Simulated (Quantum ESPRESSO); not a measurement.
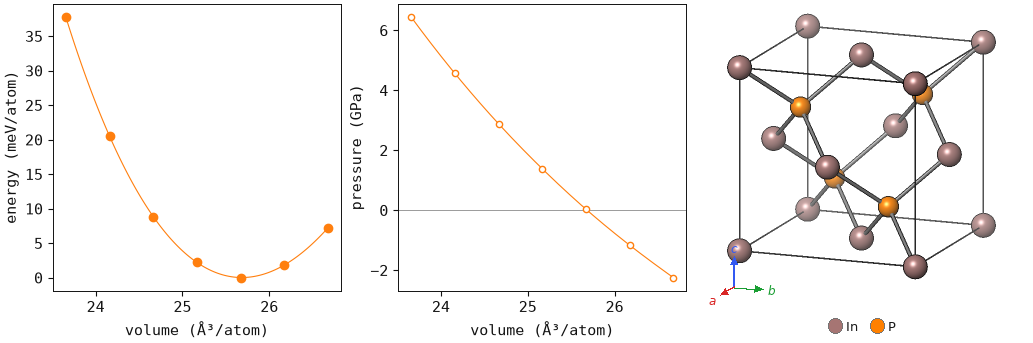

The plot gives the computed energy and pressure against volume for InP, space group F-43m (No. 216). The conventional cell is drawn beside the plot.

Cell as given: a = 4.144 Å, b = 4.144 Å, c = 4.144 Å, α = 60.00°, β = 60.00°, γ = 60.00°; 2 atoms.

How it was computed, with Quantum ESPRESSO 7.5: plane-wave DFT, no spin polarisation; energies at scaled volumes of the given cell, shape and fractions fixed, counted from the fit's minimum, third-order Birch-Murnaghan fit. Level: PBE with D3(BJ).

```csv
setting,value
k mesh,8×8×8
occupations,Fermi–Dirac
smearing width,0.05 eV
potentials,PseudoDojo 0.4.1 SR PBE standard
wave cutoff,952.4 eV
density cutoff,3810 eV
```

Question: Give the fitted equation-of-state parameters.

Answer: A third-order Birch–Murnaghan fit gives V0 = 25.68 Å³/atom, B0 = 64.7 GPa and B′ = 4.7.

Question: How does the pressure vary with volume?

Answer: It falls from 6.44 GPa at volume 23.66 Å³/atom to −2.25 GPa at 26.68 Å³/atom, and changes sign near 25.68 Å³/atom.

The computed values:

```csv
volume (Å³/atom),energy (meV/atom),pressure (GPa)
23.66,37.76,6.44
24.16,20.51,4.56
24.66,8.85,2.88
25.17,2.19,1.38
25.67,0.00,0.03
26.17,1.82,-1.17
26.68,7.21,-2.25
```
